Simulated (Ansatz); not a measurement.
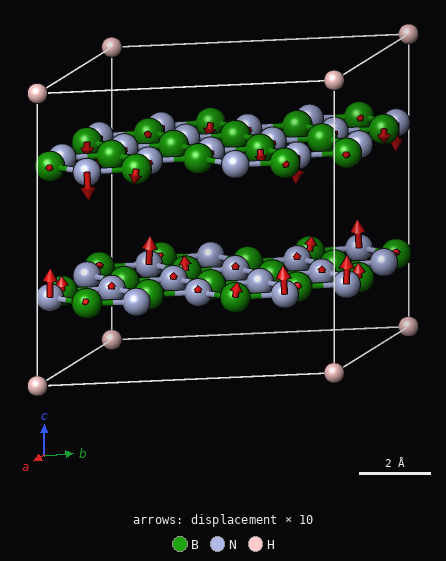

A relaxation of a defect cell of composition B24HN24 (cell charge −1). The starting structure is drawn; red arrows show the displacements, magnified 10 times.

Style: ball-and-stick. Shown: the cell of the calculation, reduced to other axes, slightly off an axis. Lengths and directions refer to the drawn axes.

Case: H interstitial, charge -1, atoms relaxed at the host's cell.

Theory: DFT PBE, scalar-relativistic, plane waves, PAW in Ansatz 0.2.0. Set-up: plane-wave cutoff 420 eV; k-point mesh 2 × 2 × 2; occupations gaussian; smearing width 0.01 eV; no spin polarisation; atoms relaxed in a fixed cell; force threshold 0.025 eV/Å; at most 45 steps.

### Which element moves most?

Nitrogen: up to 0.086 Å, against 0.046 Å for boron.

### What happened in the run?

Over 3 accepted moves (4 points after the start) the energy falls by 0.178 eV per cell of the calculation. Largest force component: 0.6 eV/Å at the start, 0.01 eV/Å at the end. 1 step only repeated the SCF at the same geometry. The largest moves, 0.086 Å, are those of N atoms. By element the largest moves are N 0.086 Å, B 0.046 Å. H stays in place. The lattice vectors keep their values. Near-neighbour distances that change, for instance: B–N 1.450 → 1.438 Å, B–N 1.450 → 1.459 Å. Cost: 17 s on 4 threads of Intel(R) Xeon(R) 6975P-C (Granite Rapids), with other jobs on the host, peak memory 1.8 GiB.

Limits of the set-up: the periodic images lie only 8.3 Å apart, so the values are limited by the cell's size; the cell is charged, on a uniform background, and energies carry no finite-size correction.
